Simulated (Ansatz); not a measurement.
# A series of single points on WS2

System: WS2 (P1, 3 atoms in the cell).
Method: DFT PBEsol+D3(BJ), scalar-relativistic, plane waves, PAW, PAW set soft_1, no spin polarisation (Ansatz 0.2.0).

The 6 runs differ only in the geometry, by a shift of atoms along one path in a fixed cell. The shift s is measured from run 4: S3 moves along the Cartesian direction (0.00, 0.00, 1.00), and W1 and S2 with it in fixed proportion. The structure derives from a Materials Project entry.

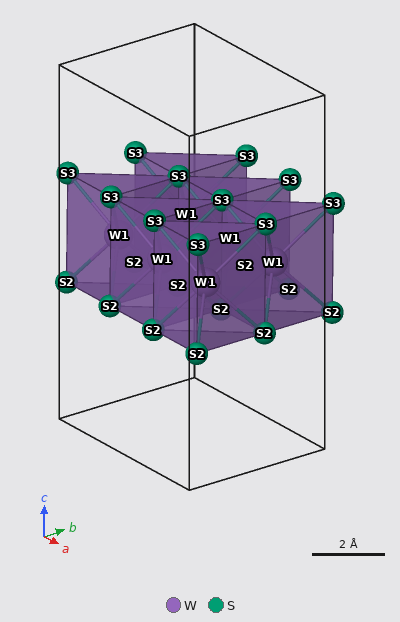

Figure 1. The structure of run 4 (polyhedral view of the 3 × 2 repeat of the cell, with the vacuum cut short, seen slightly off an axis; polyhedra are completed across the faces of the cell; atoms are numbered from 1 in the order of the input).

**Input of run 4**
```yaml
crystal:
  lattice:
    - [3.1239380587, 0.0, 0.0]
    - [-1.5619690294, 2.7054097187, 0.0]
    - [0.0, 0.0, 16.9375357456]
  atoms:
    - { symbol: W, position: [0.3333333333, 0.6666666667, 0.0008072152] }
    - { symbol: S, position: [0.6520697063, 0.3333333333, 0.9048367852] }
    - { symbol: S, position: [0.681263627, 0.3333333333, 0.0905344422] }
basis:
  ecutwfc: 420
kpoints:
  mp_grid: { grid: [12, 12, 2] }
hamiltonian:
  xc: pbesol
  pseudopotentials: { kind: paw, azcp: { folder: soft_1 } }
  dispersion: d3bj
scf:
  occupations: { method: gaussian, width: 0.05 }
output:
  forces: true
  stress: true
  eigenvalues: true
```

Command:
```bash
ansatz run input.yaml --threads 1 --pin off --max-ram 2048MiB --backend cpu --events-out ev --progress --plain --runs-dir out
```

Run 5 differs from it as follows:
```diff
-    - { symbol: W, position: [0.3333333333, 0.6666666667, 0.0008072152] }
-    - { symbol: S, position: [0.6520697063, 0.3333333333, 0.9048367852] }
-    - { symbol: S, position: [0.681263627, 0.3333333333, 0.0905344422] }
+    - { symbol: W, position: [0.3333333333, 0.6666666667, 0.0004036076] }
+    - { symbol: S, position: [0.6520697063, 0.3333333333, 0.9059939784] }
+    - { symbol: S, position: [0.681263627, 0.3333333333, 0.0916916354] }
```

**Results, with one run withheld**

| run | shift s of S3 (Å) | free energy per atom, from the lowest run given (meV) | pressure (GPa) | gap on the mesh (eV) | force along the path (eV/Å) |
| --- | --- | --- | --- | --- | --- |
| 1 | −0.0588 | 99.41 | 0.72 | 1.74 | 6.053 |
| 2 | −0.0392 | 63.75 | 0.47 | 1.89 | 4.863 |
| 3 | −0.0196 | 35.91 | 0.28 | 1.94 | 3.658 |
| 4 | 0.0000 | 15.97 | 0.14 | 1.96 | 2.443 |
| 5 | 0.0196 | ? | ? | ? | ? |
| 6 | 0.0392 | 0.00 | 0.03 | 1.98 | 0.000 |

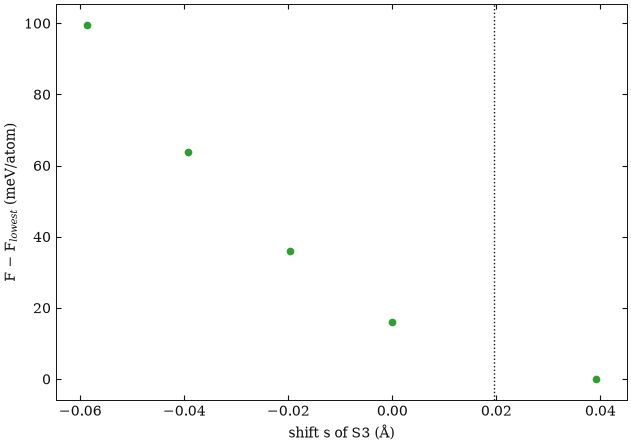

Figure 2. Free energy per atom of the runs given; the dotted line marks run 5.

What should run 5 give?

A cubic polynomial in the coordinate, fitted to the 5 runs given, misses them by under 0.01 meV per atom. With x = s + 0.0157, it reads F = 31.314 − 1139.2 x + 10286 x² + 1380.3 x³ (meV per atom). At run 5 it gives 3.98 meV per atom, and the run itself gives 4.00. The slope of the fit gives a force −dF/ds of 1.224 eV/Å along the path (summed over the atoms that move), and the printed forces give 1.223 eV/Å. The fit has its minimum at s = 0.0391 Å. The gap on the mesh goes, without turning, from 1.74 eV in run 1 to 1.98 eV in run 6; run 5 has 1.97 eV. These are gaps of this functional on this mesh, which can miss the band edges; they aren't the measured gap.

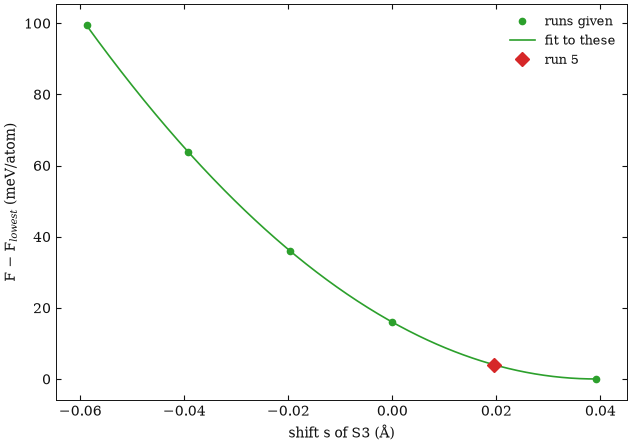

Figure 3. The fit and the withheld run.

**Output, shortened to warnings, some set-up lines, iterations and results (run 5)**
```
Warning: [file] the record states the generating functional pbe (its physics header spells it `PBE`), which answers neither for hamiltonian.xc's functional nor for the pbesol family's — results may be inconsistent (PPs are generated against a specific XC)
Warning: [file] the record states the generating functional pbe (its physics header spells it `PBE`), which answers neither for hamiltonian.xc's functional nor for the pbesol family's — results may be inconsistent (PPs are generated against a specific XC)
Basis set: ecut = 420 eV, 2793 PW (Γ), exchange–correlation on 48×48×240 points (8 copies of the dense FFT grid, shifted against one another)
Symmetry: 1 space group operations
k-points: 148 of 288 (time reversal used)
Initial density: superposition of atomic densities (neutral atoms: chi_scale 0, normalization atom)
[...]
SCF iter   1: F=—  HF=-12031.239141 eV  |F-HF|=—  |Δ(HF+E_count)|=         —  Δρ=2.75e-2  dr2=1.30e0  ethr=3.10e-3  ⟨swp⟩=11.4  Hψ=21346  notcnv=0
SCF iter   2: F=—  HF=-12030.821342 eV  |F-HF|=—  |Δ(HF+E_count)|=   4.18e-1  Δρ=1.07e-2  dr2=1.25e-1  ethr=3.10e-3  ⟨swp⟩=4.0  Hψ=7457  notcnv=0
SCF iter   3: F=—  HF=-12030.823431 eV  |F-HF|=—  |Δ(HF+E_count)|=   2.09e-3  Δρ=6.63e-3  dr2=2.42e-1  ethr=4.81e-4  ⟨swp⟩=3.6  Hψ=4989  notcnv=0
SCF iter   4: F=—  HF=-12030.810856 eV  |F-HF|=—  |Δ(HF+E_count)|=   1.26e-2  Δρ=5.05e-3  dr2=1.56e-1  ethr=4.81e-4  ⟨swp⟩=3.6  Hψ=5510  notcnv=0
SCF iter   5: F=—  HF=-12030.797025 eV  |F-HF|=—  |Δ(HF+E_count)|=   1.38e-2  Δρ=3.12e-3  dr2=3.79e-2  ethr=4.81e-4  ⟨swp⟩=2.6  Hψ=3687  notcnv=0
SCF iter   6: F=—  HF=-12030.791113 eV  |F-HF|=—  |Δ(HF+E_count)|=   5.91e-3  Δρ=9.41e-4  dr2=3.05e-3  ethr=1.46e-4  ⟨swp⟩=2.0  Hψ=3759  notcnv=0
SCF iter   7: F=—  HF=-12030.790806 eV  |F-HF|=—  |Δ(HF+E_count)|=   3.07e-4  Δρ=2.00e-4  dr2=1.23e-4  ethr=1.17e-5  ⟨swp⟩=2.2  Hψ=3605  notcnv=0
SCF iter   8: F=—  HF=-12030.790797 eV  |F-HF|=—  |Δ(HF+E_count)|=   9.48e-6  Δρ=7.77e-5  dr2=1.45e-5  ethr=4.72e-7  ⟨swp⟩=2.4  Hψ=4094  notcnv=0
SCF iter   9: F=—  HF=-12030.790751 eV  |F-HF|=—  |Δ(HF+E_count)|=   4.61e-5  Δρ=1.03e-5  dr2=2.21e-7  ethr=5.57e-8  ⟨swp⟩=2.7  Hψ=4388  notcnv=0
SCF iter  10: F=-12030.790751 eV  HF=-12030.790751 eV  |F-HF|=2.16e-9  |Δ(HF+E_count)|=   3.86e-8  Δρ=3.56e-6  dr2=9.99e-9  ethr=3.85e-10  ⟨swp⟩=8.7  Hψ=14559  notcnv=0
SCF 1 converged in 10 iterations: F = -12030.790751 eV  dr2 = 9.99e-9
SCF converged after 10 iterations
Free energy (F): -12030.790751 eV
Harris-Foulkes:  -12030.790751 eV  (|F-HF|=2.16e-9)
Internal energy: -12030.790751 eV  (E = F + TS)
E sigma→0 (E₀):  -12030.790751 eV
Fermi energy:    1.460431 eV
--- Per-component energies (eV) ---
  E_band       = -462.115683
  E_kinetic    = 636.006921
  E_local      = -12712.339062  (includes V_loc(G=0)·N_el)
  E_nonlocal   = 46.884602
  E_hartree    = 6074.417791
  E_xc         = -443.128498
  E_vxc        = -397.847714  (∫ρ·V_xc dr)
  E_paw        = -9635.795207  (= ΣΔE_a)
  E_vpaw       = -183.656021  (= ΣTr[D̂ρ^β])
  E_aug_tail   = 0.000154  (compensation charges beyond the density's cutoff)
  E_ewald      = 4003.576269
  E_disp       = -0.759478  (pairwise vdW)
  E_core_change = 0.345757  (= ΣΔE_core)
  E_smearing   = -0.000000  (= −TS)
  E_closure    = 0.000000  (closes the sum)
  Σ components = -12030.790751   (vs F -12030.790751, Δ=0.00e0)
--- Forces (eV/Å), atoms counted from 1 ---
  atom   1  W      0.06111649     0.03619813    -0.90669538
  atom   2  S      0.44698148    -0.01640589     0.41518379
  atom   3  S     -0.50810028    -0.01979232     0.49152582
  max |Σ_I F_I| component: 1.42e-5 eV/Å
--- Stress (GPa, compression-positive) ---
        0.047271       0.072578      -1.679293
        0.072578       0.043097      -0.004890
       -1.679293      -0.004890       0.090593
  P = ⅓ Tr σ = 0.0603 GPa (0.603 kbar)
```

The program warns: the PAW datasets were made with another functional. Spin–orbit coupling is left out, which matters for W.
